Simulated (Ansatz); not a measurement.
A series of calculations on PbS and related structures

### Relaxation

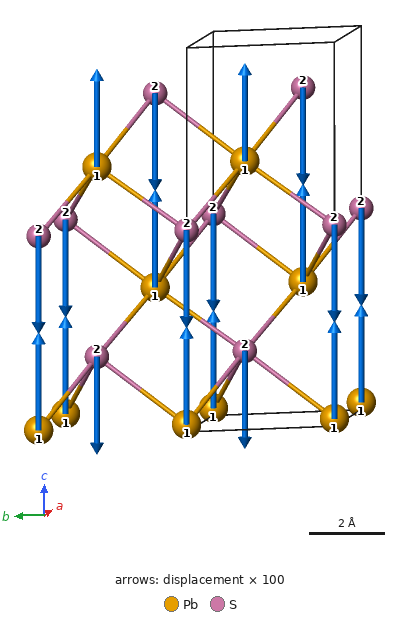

A relaxation of a crystal of PbS (set up in R3m). The starting structure is drawn; blue arrows show the displacements (the part carried along by the change of the cell is left out), 100 times their true length.

A ball-and-stick model of the conventional cell (3 times the calculation's cell), repeated 1 × 2 × 1 with one cell outlined, seen from a free direction. Lengths and directions refer to the drawn axes.

Level of theory: Ansatz 0.2.0, DFT PBE+D3(BJ), scalar-relativistic, plane waves, PAW.

Input file:
```yaml
crystal:
  lattice:
    - [2.1126617058, 1.2197458045, 3.4519162518]
    - [-2.1126617058, 1.2197458045, 3.4519162518]
    - [0.0, -2.4394916091, 3.4519162518]
  atoms:
    - { symbol: Pb, position: [0.98056578, 0.98056578, 0.98056578] }
    - { symbol: S, position: [0.47503555, 0.47503555, 0.47503555] }
basis:
  ecutwfc: 420
kpoints:
  mp_grid: { grid: [12, 12, 12] }
hamiltonian:
  xc: pbe
  dispersion: d3bj
scf:
  occupations: { method: gaussian, width: 0.02 }
output:
  forces: true
  stress: true
  eigenvalues: true
relax:
  adjacent_minimum: "off"
  f_tol: 0.005
  max_steps: 80
  cell: { stress_tol: 0.05 }
```

Launched with:
```bash
ansatz run input.yaml --threads 4 --pin off --max-ram 9216MiB --backend cpu --events-out ev --progress --plain --runs-dir out
```

What did the optimiser do to the structure, and how much energy did it gain?

Answer. The energy falls by 2.4 meV per atom in 3 accepted moves (4 points after the start). Largest force component: 0.02 eV/Å at the start, 0.0021 eV/Å at the end. Pressure: −1.12 GPa at the start and 0.00 GPa at the end. At 1 point the geometry stayed and the basis and grid were re-selected for the new cell (energy shift of 0.1 meV per atom at most each time). The largest moves relative to the cell, 0.026 Å, are those of Pb1 and S2. Pb1 goes along +c. Largest moves by element: Pb 0.026 Å, S 0.026 Å. The volume changes by −2.1 %, with a = b 4.225 → 4.195 Å (−0.7 %), c 10.356 → 10.284 Å (−0.7 %). Near-neighbour distances that change, for instance: Pb1–S2 3.022 → 2.969 Å, Pb1–S2 (another image) 2.956 → 2.965 Å. The space group (tolerance 0.01 Å) goes from R3m (No. 160) to Fm-3m (No. 225).

### Relaxation

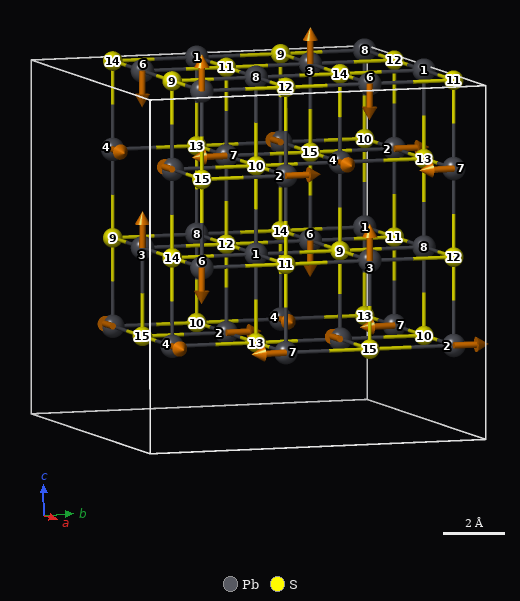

This is a relaxation of a defect cell of composition Pb₈S₇. The starting structure is drawn; orange arrows show the displacements, 20 times their true length.

The picture is a ball-and-stick view of the conventional cell (4 times the calculation's cell), seen slightly off an axis. Lengths and directions refer to the drawn axes.

Case: S vacancy, atoms relaxed.

All numbers below come from Ansatz, DFT PBE+D3(BJ), scalar-relativistic, plane waves, PAW.

Input file:
```yaml
crystal:
  lattice:
    - [8.3902637511, 0.0, 0.0]
    - [4.1951318755, 7.2661815529, 0.0]
    - [4.1951318755, 2.4220605176, 6.855971249]
  atoms:
    - { symbol: Pb, position: [0.5110053829, 0.5110053829, 0.4669838512] }
    - { symbol: Pb, position: [0.0110053829, 0.5110053829, 0.4669838512] }
    - { symbol: Pb, position: [0.5110053829, 0.0110053829, 0.4669838512] }
    - { symbol: Pb, position: [0.5110053829, 0.5110053829, 0.9669838512] }
    - { symbol: Pb, position: [0.0110053829, 0.0110053829, 0.4669838512] }
    - { symbol: Pb, position: [0.0110053829, 0.5110053829, 0.9669838512] }
    - { symbol: Pb, position: [0.5110053829, 0.0110053829, 0.9669838512] }
    - { symbol: Pb, position: [0.0110053829, 0.0110053829, 0.9669838512] }
    - { symbol: S, position: [0.2611939521, 0.7611939521, 0.7164181438] }
    - { symbol: S, position: [0.7611939521, 0.2611939521, 0.7164181438] }
    - { symbol: S, position: [0.7611939521, 0.7611939521, 0.2164181438] }
    - { symbol: S, position: [0.2611939521, 0.2611939521, 0.7164181438] }
    - { symbol: S, position: [0.2611939521, 0.7611939521, 0.2164181438] }
    - { symbol: S, position: [0.7611939521, 0.2611939521, 0.2164181438] }
    - { symbol: S, position: [0.2611939521, 0.2611939521, 0.2164181438] }
basis:
  ecutwfc: 420
kpoints:
  mp_grid: { grid: [6, 6, 4] }
hamiltonian:
  xc: pbe
  dispersion: d3bj
scf:
  occupations: { method: gaussian, width: 0.05 }
output:
  forces: true
  stress: true
  eigenvalues: true
  write_density: true
  write_potential: true
  elf: true
  volumetric_format: npy
relax:
  adjacent_minimum: "off"
  f_tol: 0.02
  max_steps: 50
```

Run as
```bash
ansatz run input.yaml --threads 4 --pin off --max-ram 9216MiB --backend cpu --events-out ev --progress --plain --runs-dir out
```

What did the optimiser do to the structure, and how much energy did it gain?

Answer. The largest moves, 0.062 Å, are those of Pb2, Pb3, Pb5, Pb6 and Pb7. Pb2 goes along +b. Largest moves by element: Pb 0.062 Å, S 0.001 Å. The cell doesn't change. Among the contacts that change: Pb4–S15 2.965 → 3.026 Å, Pb2–S15 2.969 → 3.031 Å. Among the angles between lasting bonds that change: Pb2–S11–Pb3 89.9° → 87.5°, Pb2–S11–Pb6 90.0° → 92.4°, S10–Pb7–S13 179.9° → 177.7°. The energy falls by 58.4 meV per cell of the calculation in 1 accepted move (2 points after the start). The largest force component goes from 0.26 to 0.0032 eV/Å. The line search rejected the trial step at point 1 of the run. The run took roughly 5 core-minutes on a shared host.

Limits of the set-up: the periodic images lie only 8.4 Å apart, so the values are limited by the cell's size.

### Path

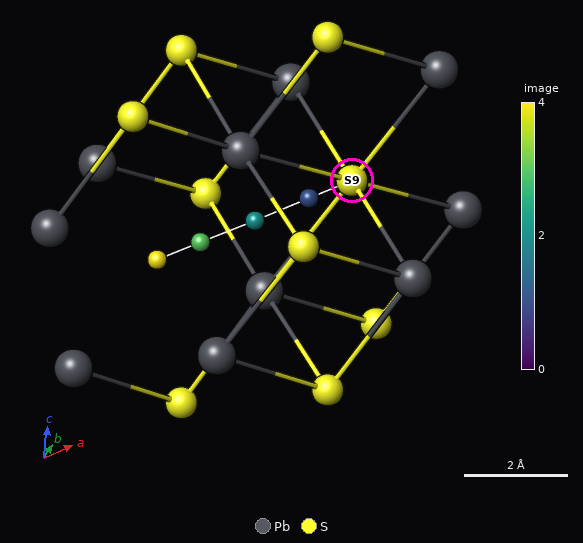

A nudged-elastic-band calculation for a defect cell of composition Pb8S7 with an S vacancy (15 atoms in the cell). Images are numbered from 0 (start) to 4 (end). The start is drawn whole; smaller spheres mark the moving atoms (S) in the later images, joined by lines and coloured by the number of the image. Style: ball-and-stick. Shown: the atoms within 5.1 Å of the middle of the path, slightly off an axis. The moving atom is ringed, with any periodic copies. Bonds to atoms that aren't drawn are left out.

Theory: Ansatz, DFT PBE+D3(BJ), scalar-relativistic, plane waves, PAW. Run with plane-wave cutoff 420 eV; k-point mesh 6 × 6 × 4; Gaussian smearing 0.05 eV; 3 movable images; no climbing image; force threshold 0.05 eV/Å; iteration limit 60.

Describe the path and its energy.

It is a vacancy jump: a nearby atom moves into the empty site and leaves its own site empty. An S atom travels furthest, 4.20 Å from end to end, along −a, on a straight line. At the highest image its nearest neighbour (Pb) is 2.59 Å away, against 2.97 Å at the start, and the surrounding atoms stand up to 0.54 Å off the mean of their end positions. The two ends have the same energy, and the highest point, image 2, lies 1.78 eV above the start. The band converged in 8 iterations. The largest component of the band force went from 9.6 to 0.029 eV/Å. No image climbed, so the highest image needn't lie on the saddle point, and the true maximum along this path can be higher.

Limits of the set-up: the periodic images lie only 8.4 Å apart, so the values are limited by the cell's size.
